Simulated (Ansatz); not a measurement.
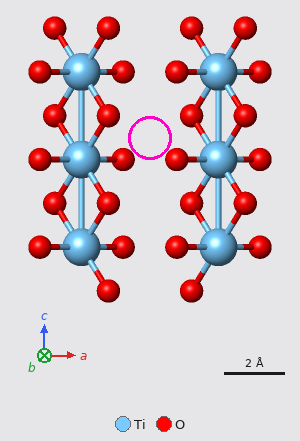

Perfect TiO2. The picture is a ball-and-stick view of the atoms within 5.4 Å of one point, in a slice 4.2 Å thick across the line of sight, seen along the b axis.

Level of theory: DFT, PBEsol, PAW, plane waves in Ansatz 0.2.0. Settings: plane-wave cutoff 420 eV; k-point mesh 1 × 1 × 1; mesh shifted by (0.25, 0.25, 0.25); collinear spin. Fermi-Dirac smearing of 0.01 eV. The axes drawn are those of the host's conventional cell.

An extra titanium atom is put between the host's atoms (an interstitial) at the ringed place, in charge state 0. The supercell has 72 sites, and the atoms are relaxed at the host's cell.

### How do the neighbours respond?

The Ti atom starts with 4 O at 1.81 to 1.82 Å around its place and ends with 6 O at 1.91 to 2.02 Å. Of the host's atoms, a titanium atom moves furthest from its site, by 0.29 Å. The Ti atom itself moves 0.71 Å from where it was put. The cell's net moment is 1.96 μB.

The relaxed defect, seen from the same direction:

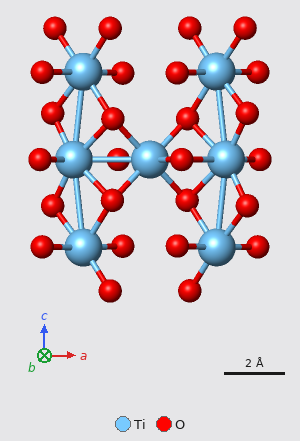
